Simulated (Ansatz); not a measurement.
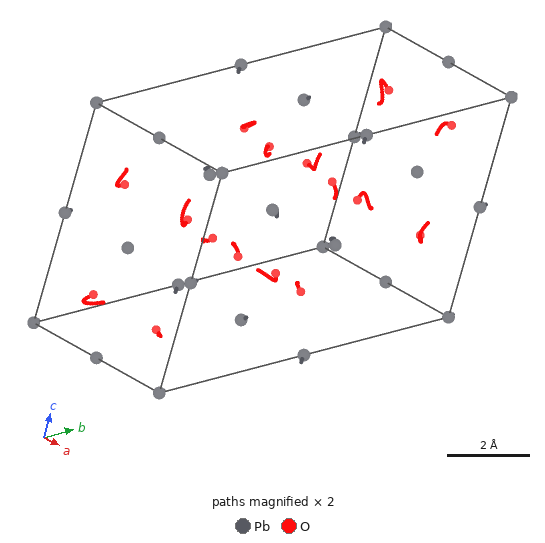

Molecular dynamics of a 24-atom cell of PbO₂ (built on the fluorite type), 60 fs long. Dots mark each atom's position at evenly spaced times, in the colour of its element; spheres stand at the starting positions. The excursions are magnified 2 times. Seen slightly off an axis in the reduced simulation cell.

Computed with Ansatz, DFT, PBEsol, plane waves, PAW. Run with plane-wave cutoff 420 eV; k-point mesh 2 × 2 × 2; Fermi-Dirac smearing 0.039 eV; Nosé-Hoover thermostat (NVT); set temperature 450 K; time step 3 fs.

**What do the traces tell about the motion?**

Root-mean-square distances from the starting positions over the second half, with the common drift of all atoms taken out: O 0.17 Å, Pb 0.08 Å. The run lasts only 60 fs, too short to tell vibration from diffusion.

Limits of the set-up: the k-point mesh is coarse for a cell with partly filled bands.

The run took 2.7 min on 4 threads of Arm Neoverse N1, with other jobs on the host, peak memory 1.3 GiB.
